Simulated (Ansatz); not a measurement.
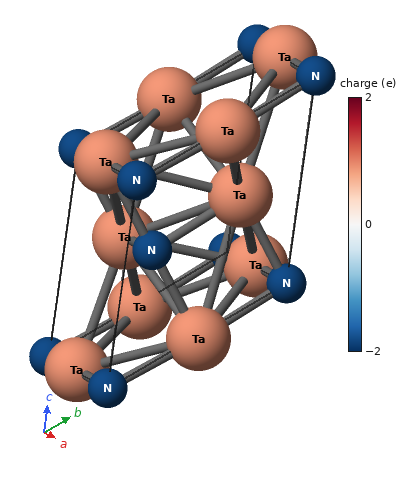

A ball-and-stick rendering, viewed slightly off an axis. The edges of the simulation cell are marked. The atoms of this Ta$_{2}$N cell are coloured by their Bader charge.

Electronic-structure method: DFT, PAW plane waves, PBEsol in Ansatz 0.2.0. Parameters: a basis cut at 420 eV, Brillouin-zone sampling on a 9×9×9 mesh, Fermi-Dirac smearing of 0.014 eV, no spin polarisation. The pressure of the cell is 14 GPa.

**Who donates electrons here and who accepts them?**

Most positive: Ta; most negative: N. Charges: about Ta +0.9 e; N -1.8 e.

The geometry is that of a generated cell, made by putting these elements into a known structure type (the compound may or may not exist in this form), without relaxation. Ansatz was used for an electronic-structure calculation on it.

At this level of theory the cell isn't at rest (compressed, at 14 GPa), so its distances can differ from those at equilibrium, the more so the softer the solid.
